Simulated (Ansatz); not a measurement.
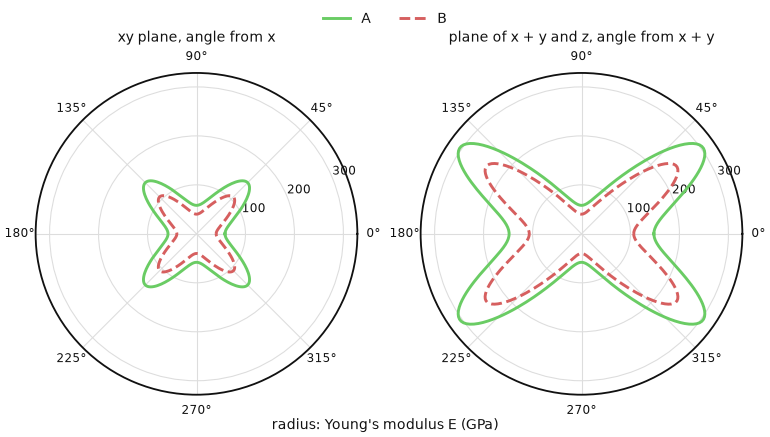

The figure compares two calculations of the directional Young's modulus. The first is for ScAl, space group Pm-3m (No. 221).

Cell as given: a = 3.286 Å, b = 3.286 Å, c = 3.286 Å, α = 90.00°, β = 90.00°, γ = 90.00°; 2 atoms.

Calculation (Ansatz 0.2.0): elastic stress-strain coefficients at zero temperature from small strains of the given cell, Voigt order xx yy zz yz xz xy, Cartesian axes of the cell vectors; plane waves with PAW datasets, Γ-centred k mesh. Level: PBEsol, no spin polarisation.

wave cutoff 420 eV; k mesh 12×12×12; occupations Fermi–Dirac; smearing width 0.15 eV; ions relaxed; strain amplitude 0.005.

In the second, the cell is compressed by 8.2 % in volume, to 16.29 Å³/atom. The second calculation uses k mesh 14×14×14.

### Which of A and B is the second calculation, and what did the change do?

A. The bulk modulus rises from 99.7 to 135.5 GPa (+36 %), the shear modulus rises from 49.9 to 65.4 GPa (+31 %), the least Young's modulus over all directions rises from 40.1 to 58.1 GPa (+45 %) and the largest rises from 238.2 to 304.2 GPa (+28 %). The shift of the bulk modulus amounts to a Grüneisen parameter of 3.58.

For both, limits of the calculation: metal sensitive to the k mesh.
